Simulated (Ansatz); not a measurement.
# Electroresistance of ZrC/ZnO/HfC, part 7 of 7

Aim: does the conductance of ZrC/ZnO/HfC change when the barrier's polarity is reversed? The lower electrode is ZrC rock salt(111), the upper one HfC rock salt(111); the barrier is ZnO wurtzite(0001) (whole bilayers). In the first transport cell, after relaxation, the nearest pair of electrode and barrier is C–O at 1.40 Å, along the normal, at the lower face and C–Zn at 2.01 Å, along the normal, at the upper one. All share a net of side 3.31 Å, which strains the lower electrode by -0.6 %, the upper one by +0.7 % and the barrier by +0.6 %, against typed lattice constants near PBE's. The first steps treat the bulk electrodes alone.

Ansatz 0.2.0; PBE DFT, plane waves, PAW files (the session's first sound run).

So far, transmission at the Fermi level (a spin, zone mean): step 5 (transmission over a wide range of energy, polarity O face on the lower …) 0.00729; step 6 (conductance on a fine mesh, polarity O face on the lower electrode, gap between …) 0.00393; step 8 (T(E) of the junction, polarity Zn face on the lower electrode, gap between the …) 0.00546; step 9 (conductance on a fine mesh, polarity Zn face on the lower electrode, gap …) 0.00572. Also channels of the lower lead: step 5 0.25; step 8 0.25.

### Step 11. A check of the settings

This step: PBE DFT, plane waves, PAW files; ballistic transmission by layer matching between semi-infinite leads; changed: output.transmission.leads = null (Ansatz 0.2.0).

System of this step: ZrC/ZnO/HfC. The cell holds 38 atoms: 16 C, 7 Zr, 4 O, 4 Zn and 7 Hf. Its edges and angles: a = 3.310 Å, b = 3.310 Å, c = 63.800 Å, α = 90.0°, β = 90.0°, γ = 120.0°. Regions: left electrode, 15 atoms (8 C and 7 Zr); barrier, 8 atoms (4 O and 4 Zn); right electrode, 15 atoms (8 C and 7 Hf). Vacuum lies along c.

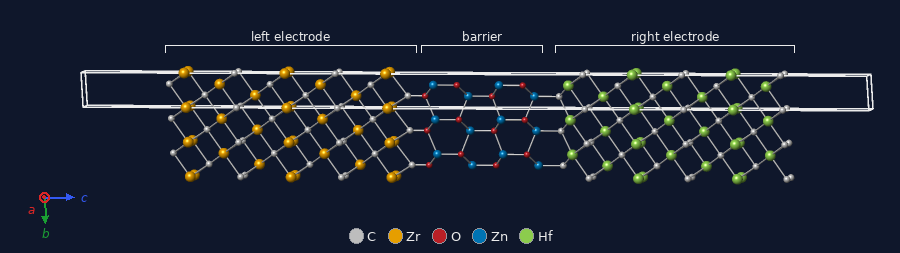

The cell of this step (carbon light grey, zirconium orange, oxygen red, zinc blue, hafnium green). Bonds to atoms that aren't drawn are left out. 1×3×1 cells are drawn. Some periodic images of atoms are drawn too.

This run repeats an earlier one, its twin (the spectrum run, 8 atomic planes between the electrodes, O face on the lower electrode), with one setting changed (output.transmission.leads; files written aside). It is meant to test whether the program finds a usable lead, or takes the one named. Where the input is shown as a difference, that is against the step before, not the twin.

File input.yaml:

```yaml
crystal:
  lattice:
    - [3.31, 0.0, 0.0]
    - [-1.655, 2.8665440865, 0.0]
    - [0.0, 0.0, 63.7995593723]
  atoms:
    - { symbol: C, position: [0.66666667, 0.33333333, 0.1097186261] }
    - { symbol: Zr, position: [0.0, 0.0, 0.1310972339] }
    - { symbol: C, position: [0.33333333, 0.66666667, 0.1524758417] }
    - { symbol: Zr, position: [0.66666667, 0.33333333, 0.1738544495] }
    - { symbol: C, position: [0.0, 0.0, 0.1952330573] }
    - { symbol: Zr, position: [0.33333333, 0.66666667, 0.2166116651] }
    - { symbol: C, position: [0.66666667, 0.33333333, 0.237990273] }
    - { symbol: Zr, position: [0.0, 0.0, 0.2593688808] }
    - { symbol: C, position: [0.33333333, 0.66666667, 0.2807474886] }
    - { symbol: Zr, position: [0.66666667, 0.33333333, 0.3021260964] }
    - { symbol: C, position: [0.0, 0.0, 0.3235047042] }
    - { symbol: Zr, position: [0.33333333, 0.66666667, 0.344883312] }
    - { symbol: C, position: [0.66666667, 0.33333333, 0.3662619198] }
    - { symbol: Zr, position: [0.0, 0.0, 0.3876405276] }
    - { symbol: C, position: [0.33333333, 0.66666667, 0.4107007095] }
    - { symbol: O, position: [0.33333333, 0.66666667, 0.4327011223] }
    - { symbol: Zn, position: [0.66666667, 0.33333333, 0.4455786081] }
    - { symbol: O, position: [0.66666667, 0.33333333, 0.4757056448] }
    - { symbol: Zn, position: [0.33333333, 0.66666667, 0.4875140311] }
    - { symbol: O, position: [0.33333333, 0.66666667, 0.5178303513] }
    - { symbol: Zn, position: [0.66666667, 0.33333333, 0.5292742873] }
    - { symbol: O, position: [0.66666667, 0.33333333, 0.559643323] }
    - { symbol: Zn, position: [0.33333333, 0.66666667, 0.5717143498] }
    - { symbol: C, position: [0.33333333, 0.66666667, 0.603233658] }
    - { symbol: Hf, position: [0.66666667, 0.33333333, 0.6175829687] }
    - { symbol: C, position: [0.0, 0.0, 0.6385597691] }
    - { symbol: Hf, position: [0.33333333, 0.66666667, 0.6595365695] }
    - { symbol: C, position: [0.66666667, 0.33333333, 0.6805133699] }
    - { symbol: Hf, position: [0.0, 0.0, 0.7014901703] }
    - { symbol: C, position: [0.33333333, 0.66666667, 0.7224669707] }
    - { symbol: Hf, position: [0.66666667, 0.33333333, 0.7434437711] }
    - { symbol: C, position: [0.0, 0.0, 0.7644205715] }
    - { symbol: Hf, position: [0.33333333, 0.66666667, 0.7853973719] }
    - { symbol: C, position: [0.66666667, 0.33333333, 0.8063741723] }
    - { symbol: Hf, position: [0.0, 0.0, 0.8273509727] }
    - { symbol: C, position: [0.33333333, 0.66666667, 0.8483277731] }
    - { symbol: Hf, position: [0.66666667, 0.33333333, 0.8693045735] }
    - { symbol: C, position: [0.0, 0.0, 0.8902813739] }
kpoints:
  mp_grid: { grid: [12, 12, 1] }
scf:
  occupations: { method: fermi_dirac, width: 0.1 }
  max_iter: 150
hamiltonian:
  xc: pbe
output:
  transmission: { kmesh: [12, 12], e_range: [-4, 2], de: 0.1 }
  dos: { projected: true, e_range: [-6, 5], de: 0.05 }
  write_potential: true
  write_density: true
  volumetric_format: npy
```

Started as:

```bash
$ ansatz run input.yaml --threads 4 --pin off --max-ram 18432MiB --backend cpu --events-out ev --progress --plain --runs-dir out
```

Numbers of over 12 decimals in the logs are rounded to 6 here.

What it wrote:

```text
[...]
Crystal: 38 atoms, lattice volume = 605.347 Å³
Basis set: ecut = 420 eV, 12045 PW (Γ)
Bands: 242, of which v1, the nominal top of the filled ones, is band 201 counted from 1 (200 counted from 0)
Symmetry: 6 space group operations
[...]
k-points: 19 of 144 (time reversal used)
[...]
SCF iter   1: F=—  HF=-158909.138349 eV  |F-HF|=—  |Δ(HF+E_count)|=         —  Δρ=1.46e-2  dr2=1.44e2  ethr=1.77e-3  ⟨swp⟩=7.2  Hψ=19018  notcnv=0  defer=112
[...]
SCF iter  12: F=-158908.756370 eV  HF=-158908.756370 eV  |F-HF|=5.84e-8  |Δ(HF+E_count)|=   7.45e-9  Δρ=1.75e-6  dr2=6.53e-8  ethr=2.49e-11  ⟨swp⟩=19.0  Hψ=23944  notcnv=0
SCF 1 converged in 12 iterations: F = -158908.756370 eV  dr2 = 6.53e-8
[...]
transmission: 287 of 2850 steps passed
transmission: 572 of 2850 steps passed
[...]
transmission: 2850 of 2850 steps passed
[...]
SCF converged after 12 iterations
Free energy (F): -158908.756370 eV
[...]
Internal energy: -158908.319233 eV  (E = F + TS)
E sigma→0 (E₀):  -158908.537802 eV
Entropy (-TS):   -0.437136 eV (-11.504 meV/atom)
Fermi energy:    10.435565 eV
[...]
--- Band table (eV; the first three rows and the last of 19) ---
  k-point 0: bands = [... 197 lower, 11.0850, 11.0920, 11.0920, 11.2164, 11.4139, 11.5627, 11.5627, 11.6068, ... 37 higher]
  k-point 1: bands = [... 197 lower, 10.6718, 10.8627, 10.9321, 10.9842, 11.0451, 11.0514, 11.0725, 11.3300, ... 37 higher]
  k-point 2: bands = [... 197 lower, 10.4487, 10.4655, 10.5721, 10.6331, 10.6617, 10.7419, 10.7805, 10.8752, ... 37 higher]
  k-point 18: bands = [... 197 lower, 9.7692, 9.8166, 9.9043, 10.0282, 10.0392, 10.1826, 10.2743, 12.9039, ... 37 higher]
--- Transmission ---
  basis      : 85 plane waves across, 101 finite elements along
  points     : 19, standing for a mesh of 12 x 12
[...]
channels       : 2.500000e-1 a spin
[...]
slowest decay  : 0.0465 /Å at (0.1667, 0.0000)
[...]
channels       : 2.500000e-1 a spin
[...]
slowest decay  : 0.0326 /Å at (0.4167, 0.0833)
  junction   : crystal 0 to crystal 1, 16.40 to 47.29 Å
    transmission   : 7.287485e-3 a spin
[...]
junction   : crystal 0 to crystal 0, 16.40 to 77.47 Å
    transmission   : 3.601001e-15 a spin
[...]
junction   : crystal 1 to crystal 0, 49.97 to 77.47 Å
    transmission   : 2.076345e-14 a spin
[...]
junction   : crystal 1 to crystal 1, 49.97 to 111.09 Å
    transmission   : 3.521590e-15 a spin
[...]
```

Wall time 5.4 min (4 threads of Arm Neoverse V2, shared host); peak memory 5 GiB.

This number moved little. The transmission at the Fermi level, both spins, is 0.0146 against 0.0146 in the twin: no change within 1 %.

The two runs compared:

| quantity | this run | sound run | difference |
| --- | --- | --- | --- |
| transmission at the Fermi level (a spin, zone mean) | 0.0072875 | 0.0072875 | 1.0e-12 |

### Step 12. What came out

| Quantity | Value |
| --- | --- |
| conductance, O face on the lower electrode | 3.6e12 S/m² |
| conductance, Zn face on the lower electrode | 5.3e12 S/m² |

The two polarities differ in conductance by a factor of 1.4, which is small. The polarity here is that of growth: the two cells are two junctions, and whether a field could switch one into the other isn't tested. The program's largest error estimate on these conductances is 190 %, from the leads' potential steps, in the run that gave 5.3e12 S/m², so that value may be off by a large factor, and what is derived from it shares the doubt. In 2 of these 2 runs a lead's potential steps by more than 25 meV, which the program flags as too much. No spin-orbit coupling, phonons, disorder or image charges enter; the interfaces are ordered, one cell wide and lattice-matched by strain. Semilocal gaps are too small, which can bring a band edge of the barrier nearer to the Fermi level than it is.

[Logs are printed without paths, hosts, clocks, repeated set-up lines and the standing remarks that a program may print on its own settings, such as how far it seeks lower states.]

[Hosts, paths, dates, database ids (printed as entryN), source tags and the programs' standing remarks are cut or masked in the printed files.]
